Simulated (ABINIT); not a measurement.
# WC: phonon calculation (part 2 of 2)

The same run, continued: WC (Fm-3m, 2 atoms in the cell); Kohn-Sham DFT of a periodic cell, PBE, JTH PAW PBE v2.0, no spin polarisation (ABINIT 10.8.3); cutoff 435.38 eV, 8×8×8 k-mesh, fermi-dirac of 0.136 eV. The structure derives from a Materials Project entry.

Geometry of the input (Å; fractional positions):
```
0.0000  2.1927  2.1927
2.1927  0.0000  2.1927
2.1927  2.1927  0.0000
W  0.0000  0.0000  0.0000
C  0.5000  0.5000  0.5000
```

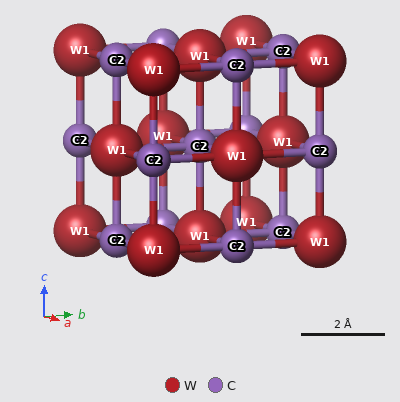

The input geometry (ball-and-stick view of the cell 4 times as large as that of the calculation, set on its symmetry axes, seen slightly off an axis; atoms are numbered from 1 in the order of the input).

Log, continued:
```
--- !EnergyTerms
iteration_state     : {dtset: 1, }
comment             : Components of total free energy in Hartree
kinetic             :  1.01624255887231E+01
hartree             :  1.05933669856745E+01
xc                  : -9.82440010045963E+00
Ewald energy        : -6.60083123493933E+01
psp_core            :  6.50842938240589E+00
local_psp           : -3.04357751085483E+01
PAW spherical_terms :  4.24919486545429E+00
internal            : -7.47550707361436E+01
'-kT*entropy'       : -2.25860431688253E-03
total_energy        : -7.47573293404605E+01
total_energy_eV     : -2.03425056340128E+03
...

--- !EnergyTermsDC
iteration_state     : {dtset: 1, }
comment             : '"Double-counting" decomposition of free energy'
band_energy         : -9.20643496147783E+00
Ewald energy        : -6.60083123493933E+01
psp_core            :  6.50842938240589E+00
xc_dc               : -1.39282385303754E+01
PAW spherical_terms :  7.87948507832943E+00
internal            : -7.47550713805112E+01
'-kT*entropy'       : -2.25860431688253E-03
total_energy_dc     : -7.47573299848281E+01
total_energy_dc_eV  : -2.03425058093541E+03
...

--- !EnergyTermsWithPAWCore
iteration_state     : {dtset: 1, }
comment             : 'Components of total free energy, including PAW core contributions'
Total energy        : -1.61810135679059E+04
Total energy DC     : -1.61810135685502E+04
Total energy (eV)   : -4.40307810047745E+05
Total energy DC (eV): -4.40307810065279E+05
...

 Cartesian components of stress tensor (hartree/bohr^3)
  sigma(1 1)=  4.34486064E-05  sigma(3 2)=  0.00000000E+00
  sigma(2 2)=  4.34486064E-05  sigma(3 1)=  0.00000000E+00
  sigma(3 3)=  4.34486064E-05  sigma(2 1)=  0.00000000E+00

-Cartesian components of stress tensor (GPa)         [Pressure= -1.2783E+00 GPa]
- sigma(1 1)=  1.27830213E+00  sigma(3 2)=  0.00000000E+00
- sigma(2 2)=  1.27830213E+00  sigma(3 1)=  0.00000000E+00
- sigma(3 3)=  1.27830213E+00  sigma(2 1)=  0.00000000E+00

================================================================================
== DATASET  2 ==================================================================

--- !DatasetInfo
iteration_state: {dtset: 2, }
dimensions: {natom: 2, nkpt: 1024, mband: 17, nsppol: 1, nspinor: 1, nspden: 1, mpw: 446, }
cutoff_energies: {ecut:  16.0, pawecutdg:  32.0, }
electrons: {nelect:   1.80000000E+01, charge:   0.00000000E+00, occopt:   3.00000000E+00, tsmear:   4.99790782E-03, }
meta: {optdriver: 1, rfphon: 1, }
...

 mkfilename : getwfk/=0, take file _WFK from output of DATASET   1.

 Exchange-correlation functional for the present dataset will be:
  GGA: Perdew-Burke-Ernzerhof functional - ixc=11
  J.P.Perdew, K.Burke, M.Ernzerhof, PRL 77, 3865 (1996)

 Real(R)+Recip(G) space primitive vectors, cartesian coordinates (Bohr,Bohr^-1):
 R(1)=  0.0000000  4.1435722  4.1435722  G(1)= -0.1206688  0.1206688  0.1206688
 R(2)=  4.1435722  0.0000000  4.1435722  G(2)=  0.1206688 -0.1206688  0.1206688
 R(3)=  4.1435722  4.1435722  0.0000000  G(3)=  0.1206688  0.1206688 -0.1206688
 Unit cell volume ucvol=  1.4228357E+02 bohr^3
 Angles (23,13,12)=  6.00000000E+01  6.00000000E+01  6.00000000E+01 degrees
 setup1 : take into account q-point for computing boxcut.

 Coarse grid specifications (used for wave-functions):

 getcut: wavevector=  0.0000  0.0000  0.0000  ngfft=  24  24  24
         ecut(hartree)=     16.000   => boxcut(ratio)=   2.27455

 getcut : COMMENT -
  Note that boxcut > 2.2 ; recall that boxcut=Gcut(box)/Gcut(sphere) = 2
  is sufficient for exact treatment of convolution.
  Such a large boxcut is a waste : you could raise ecut
  e.g. ecut=   20.694380 Hartrees makes boxcut=2

 Fine grid specifications (used for densities):

 getcut: wavevector=  0.0000  0.0000  0.0000  ngfft=  30  30  30
         ecut(hartree)=     32.000   => boxcut(ratio)=   2.01267
--------------------------------------------------------------------------------

 ==>  initialize data related to q vector <==

 The list of irreducible perturbations for this q vector is:
    1)    idir= 1    ipert=   1
    2)    idir= 1    ipert=   2

================================================================================

 The perturbation idir=   2  ipert=   1 is
 symmetric of a previously calculated perturbation.
 So, its SCF calculation is not needed.

 The perturbation idir=   3  ipert=   1 is
 symmetric of a previously calculated perturbation.
 So, its SCF calculation is not needed.

 The perturbation idir=   2  ipert=   2 is
 symmetric of a previously calculated perturbation.
 So, its SCF calculation is not needed.

 The perturbation idir=   3  ipert=   2 is
 symmetric of a previously calculated perturbation.
 So, its SCF calculation is not needed.

--------------------------------------------------------------------------------
 Perturbation wavevector (in red.coord.)   0.000000  0.000000  0.000000
 Perturbation : displacement of atom   1   along direction   1
 Found     4 symmetries that leave the perturbation invariant.
 symkpt : the number of k-points, thanks to the symmetries,
 is reduced to   288 .

--------------------------------------------------------------------------------

--------------------------------------------------------------------------------

 dfpt_looppert : total number of electrons, from k and k+q
  fully or partially occupied states are    1.800000E+01 and    1.800000E+01.
 Initialisation of the first-order wave-functions :
  ireadwf=   0

--- !BeginCycle
iteration_state: {dtset: 2, }
solver: {iscf: 7, nstep: 80, nline: 4, wfoptalg: 10, }
tolerances: {tolvrs: 1.00E-08, }
...

     iter   2DEtotal(Ha)        deltaE(Ha) residm    vres2
-ETOT  1   731.52462272697      1.878E+03 1.991E+00 1.515E+06
 ETOT  2   12.845277722250     -7.187E+02 9.682E-01 2.488E+04
 ETOT  3   2.4220765656021     -1.042E+01 1.984E-02 7.883E+02
 ETOT  4   2.1185873302745     -3.035E-01 1.400E-03 2.380E+01
 ETOT  5   2.1053173489174     -1.327E-02 2.612E-05 4.929E-01
 ETOT  6   2.1051187160189     -1.986E-04 1.334E-06 4.987E-02
 ETOT  7   2.1051001174630     -1.860E-05 4.749E-08 4.558E-04
 ETOT  8   2.1051000020632     -1.154E-07 1.672E-10 4.627E-05
 ETOT  9   2.1050999896517     -1.241E-08 2.460E-11 1.416E-06
 ETOT 10   2.1050999895294     -1.221E-10 8.310E-13 1.429E-07
 ETOT 11   2.1050999895071     -2.228E-11 2.427E-14 1.617E-08
 ETOT 12   2.1050999894858     -2.137E-11 1.419E-14 1.005E-09

 At SCF step   12       vres2   =  1.01E-09 < tolvrs=  1.00E-08 =>converged.
================================================================================

 ----iterations are completed or convergence reached----

 Mean square residual over all n,k,spin=   10.908E-16; max=  14.189E-15

 2DEtotal=    0.2105099989E+01 Ha. Also 2DEtotal=    0.572826889003E+02 eV
    (2DErelax=    1.1485257717E+03 Ha. 2DEnonrelax=   -1.1464206718E+03 Ha)
    (  non-var. 2DEtotal :    2.1050727601E+00 Ha)

--------------------------------------------------------------------------------
 Perturbation wavevector (in red.coord.)   0.000000  0.000000  0.000000
 Perturbation : displacement of atom   2   along direction   1
 Found     4 symmetries that leave the perturbation invariant.
 symkpt : the number of k-points, thanks to the symmetries,
 is reduced to   288 .

--------------------------------------------------------------------------------

--------------------------------------------------------------------------------

 dfpt_looppert : total number of electrons, from k and k+q
  fully or partially occupied states are    1.800000E+01 and    1.800000E+01.
 Initialisation of the first-order wave-functions :
  ireadwf=   0

--- !BeginCycle
iteration_state: {dtset: 2, }
solver: {iscf: 7, nstep: 80, nline: 4, wfoptalg: 10, }
tolerances: {tolvrs: 1.00E-08, }
...

     iter   2DEtotal(Ha)        deltaE(Ha) residm    vres2
-ETOT  1   42.760207815329     -1.458E+02 1.766E+00 9.719E+04
 ETOT  2   3.3578032754148     -3.940E+01 3.730E-02 3.944E+03
 ETOT  3   1.7972282355588     -1.561E+00 1.840E-03 2.370E+01
 ETOT  4   1.7892256466488     -8.003E-03 2.777E-05 7.519E-01
 ETOT  5   1.7889424900917     -2.832E-04 1.506E-06 6.480E-03
 ETOT  6   1.7889416395287     -8.506E-07 1.507E-08 3.121E-04
 ETOT  7   1.7889415827452     -5.678E-08 1.483E-10 1.471E-05
 ETOT  8   1.7889415812363     -1.509E-09 5.415E-12 1.732E-06
 ETOT  9   1.7889415808459     -3.904E-10 2.060E-13 9.563E-08
 ETOT 10   1.7889415808432     -2.672E-12 5.645E-15 9.834E-09

 At SCF step   10       vres2   =  9.83E-09 < tolvrs=  1.00E-08 =>converged.
================================================================================

 ----iterations are completed or convergence reached----

 Mean square residual over all n,k,spin=   87.288E-17; max=  56.447E-16

 2DEtotal=    0.1788941581E+01 Ha. Also 2DEtotal=    0.486795803278E+02 eV
    (2DErelax=   -1.8682085743E+02 Ha. 2DEnonrelax=    1.8860979901E+02 Ha)
    (  non-var. 2DEtotal :    1.7889383158E+00 Ha)

================================================================================

 ---- first-order wavefunction calculations are completed ----

 ==> Compute Derivative Database <==

  Dynamical matrix, in cartesian coordinates,
   if specified in the inputs, asr has been imposed
     j1       j2             matrix element
  dir pert dir pert     real part    imaginary part

   1    1   1    1         0.0622588388         0.0000000000
   1    1   1    2        -0.0622588388         0.0000000000

   2    1   2    1         0.0622588388         0.0000000000
   2    1   2    2        -0.0622588388         0.0000000000

   3    1   3    1         0.0622588388         0.0000000000
   3    1   3    2        -0.0622588388         0.0000000000

   1    2   1    1        -0.0622585035         0.0000000000
   1    2   1    2         0.0622585035         0.0000000000

   2    2   2    1        -0.0622585035         0.0000000000
   2    2   2    2         0.0622585035         0.0000000000

   3    2   3    1        -0.0622585035         0.0000000000
   3    2   3    2         0.0622585035         0.0000000000

  Phonon wavevector (reduced coordinates) :  0.00000  0.00000  0.00000
 Phonon energies in Hartree :
   0.000000E+00  0.000000E+00  0.000000E+00  1.740492E-03  1.740492E-03
   1.740492E-03
 Phonon frequencies in cm-1    :
   0.000000E+00  0.000000E+00  0.000000E+00  3.819938E+02  3.819938E+02
   3.819938E+02

== END DATASET(S) ==============================================================
================================================================================

 -outvars: echo values of variables after computation  --------
            acell      1.8897261259E+00  1.8897261259E+00  1.8897261259E+00 Bohr
           etotal1    -7.4757329985E+01
           etotal2     1.7889415808E+00
            fcart1    -1.2692122632E-31 -3.7756578072E-48  1.2692122632E-31
                       1.2692122632E-31  3.7756578072E-48 -1.2692122632E-31
            fcart2     0.0000000000E+00  0.0000000000E+00  0.0000000000E+00
                       0.0000000000E+00  0.0000000000E+00  0.0000000000E+00
            rprim      0.0000000000E+00  2.1926840000E+00  2.1926840000E+00
                       2.1926840000E+00  0.0000000000E+00  2.1926840000E+00
                       2.1926840000E+00  2.1926840000E+00  0.0000000000E+00
           strten1     4.3448606419E-05  4.3448606419E-05  4.3448606419E-05
                       0.0000000000E+00  0.0000000000E+00  0.0000000000E+00
           strten2     0.0000000000E+00  0.0000000000E+00  0.0000000000E+00
                       0.0000000000E+00  0.0000000000E+00  0.0000000000E+00
           xangst      0.0000000000E+00  0.0000000000E+00  0.0000000000E+00
                       2.1926840000E+00  2.1926840000E+00  2.1926840000E+00
             xred      0.0000000000E+00  0.0000000000E+00  0.0000000000E+00
                       5.0000000000E-01  5.0000000000E-01  5.0000000000E-01
 Calculation completed.
```

File anaddb.abo:
```
.Version 10.8.3 of ANADDB
================================================================================

 -outvars_anaddb: echo values of input variables ----------------------

 Miscellaneous information :
       eivec         1
         asr         1
      chneut         0
 First list of wavevector (reduced coord.) :
       nph1l         1
       qph1l
                     0.00000000E+00  0.00000000E+00  0.00000000E+00    1.000E+00

================================================================================

 read the DDB information and perform some checks

  ==== Info on the Cryst% object ====
 Real(R)+Recip(G) space primitive vectors, cartesian coordinates (Bohr,Bohr^-1):
 R(1)=  0.0000000  4.1435722  4.1435722  G(1)= -0.1206688  0.1206688  0.1206688
 R(2)=  4.1435722  0.0000000  4.1435722  G(2)=  0.1206688 -0.1206688  0.1206688
 R(3)=  4.1435722  4.1435722  0.0000000  G(3)=  0.1206688  0.1206688 -0.1206688
 Unit cell volume ucvol=  1.4228357E+02 bohr^3
 Angles (23,13,12)=  6.00000000E+01  6.00000000E+01  6.00000000E+01 degrees
 Time-reversal symmetry is present
 Reduced atomic positions [iatom, xred, symbol]:
    1)    0.0000000  0.0000000  0.0000000   W
    2)    0.5000000  0.5000000  0.5000000   C

 DDB file with 3 blocks has been read.

================================================================================

 Treat the first list of vectors

  Phonon wavevector (reduced coordinates) :  0.00000  0.00000  0.00000
 Phonon energies in Hartree :
   0.000000E+00  0.000000E+00  0.000000E+00  1.740492E-03  1.740492E-03
   1.740492E-03
 Phonon frequencies in cm-1    :
   0.000000E+00  0.000000E+00  0.000000E+00  3.819938E+02  3.819938E+02
   3.819938E+02

 Eigendisplacements
 (will be given, for each mode : in cartesian coordinates
   for each atom the real part of the displacement vector,
   then the imaginary part of the displacement vector - absolute values smaller than 1.0d-7 are set to zero)
  Mode number    1   Energy    0.000000E+00
 Attention : low frequency mode.
   (Could be unstable or acoustic mode)
   1  0.00000000E+00  0.00000000E+00  1.67357774E-03
      0.00000000E+00  0.00000000E+00  0.00000000E+00
   2  0.00000000E+00  0.00000000E+00  1.67358225E-03
      0.00000000E+00  0.00000000E+00  0.00000000E+00
  Mode number    2   Energy    0.000000E+00
 Attention : low frequency mode.
   (Could be unstable or acoustic mode)
   1  0.00000000E+00 -1.67357774E-03  0.00000000E+00
      0.00000000E+00  0.00000000E+00  0.00000000E+00
   2  0.00000000E+00 -1.67358225E-03  0.00000000E+00
      0.00000000E+00  0.00000000E+00  0.00000000E+00
  Mode number    3   Energy    0.000000E+00
 Attention : low frequency mode.
   (Could be unstable or acoustic mode)
   1  1.67357775E-03  0.00000000E+00  0.00000000E+00
      0.00000000E+00  0.00000000E+00  0.00000000E+00
   2  1.67358226E-03  0.00000000E+00  0.00000000E+00
      0.00000000E+00  0.00000000E+00  0.00000000E+00
  Mode number    4   Energy    1.740492E-03
   1  0.00000000E+00  0.00000000E+00  4.27764588E-04
      0.00000000E+00  0.00000000E+00  0.00000000E+00
   2 -3.27890386E-07  0.00000000E+00 -6.54769026E-03
      0.00000000E+00  0.00000000E+00  0.00000000E+00
  Mode number    5   Energy    1.740492E-03
   1  0.00000000E+00 -4.27764587E-04  0.00000000E+00
      0.00000000E+00  0.00000000E+00  0.00000000E+00
   2 -4.56419601E-07  6.54769025E-03  0.00000000E+00
      0.00000000E+00  0.00000000E+00  0.00000000E+00
  Mode number    6   Energy    1.740492E-03
   1  4.27764587E-04  0.00000000E+00  0.00000000E+00
      0.00000000E+00  0.00000000E+00  0.00000000E+00
   2 -6.54769024E-03 -4.56418835E-07  3.27891452E-07
      0.00000000E+00  0.00000000E+00  0.00000000E+00

 Analysis of degeneracies and characters (maximum tolerance=1.00E-06 a.u.)
 For each vibration mode, or group of modes if degenerate,
 the characters are given for each symmetry operation (see the list in the log file).
 Symmetry characters of vibration mode #   1
       degenerate with vibration modes #   2 to    3
  3.0 -3.0 -1.0  1.0 -1.0  1.0 -1.0  1.0  1.0 -1.0 -1.0  1.0  1.0 -1.0 -1.0  1.0
  0.0 -0.0  0.0 -0.0  0.0 -0.0 -0.0  0.0  1.0 -1.0 -1.0  1.0 -1.0  1.0  1.0 -1.0
 -0.0  0.0  0.0 -0.0  0.0 -0.0  0.0 -0.0  1.0 -1.0  1.0 -1.0 -1.0  1.0 -1.0  1.0
 Symmetry characters of vibration mode #   4
       degenerate with vibration modes #   5 to    6
  3.0 -3.0 -1.0  1.0 -1.0  1.0 -1.0  1.0  1.0 -1.0 -1.0  1.0  1.0 -1.0 -1.0  1.0
 -0.0  0.0  0.0 -0.0 -0.0  0.0  0.0 -0.0  1.0 -1.0 -1.0  1.0 -1.0  1.0  1.0 -1.0
 -0.0  0.0 -0.0  0.0  0.0 -0.0  0.0 -0.0  1.0 -1.0  1.0 -1.0 -1.0  1.0 -1.0  1.0

================================================================================

 anaddb : the run completed successfully.
```

Key numbers:

```json
{"quantity": "outcome", "value": "converged"}
{"quantity": "space group (tolerance 0.01 Å)", "value": "Fm-3m (225)"}
{"quantity": "electrons treated", "value": "18"}
{"quantity": "free energy", "value": "−2034.2506 eV"}
{"quantity": "Fermi energy of the self-consistent step", "value": "11.286 eV"}
{"quantity": "pressure", "value": "−1.28 GPa"}
{"quantity": "largest force (length of the vector)", "value": "under 0.001 eV/Å"}
{"quantity": "wall time", "value": "3.4 min"}
{"quantity": "peak memory", "value": "0.59 GiB"}
```

Remarks:

Spin–orbit coupling is left out, which matters for W.
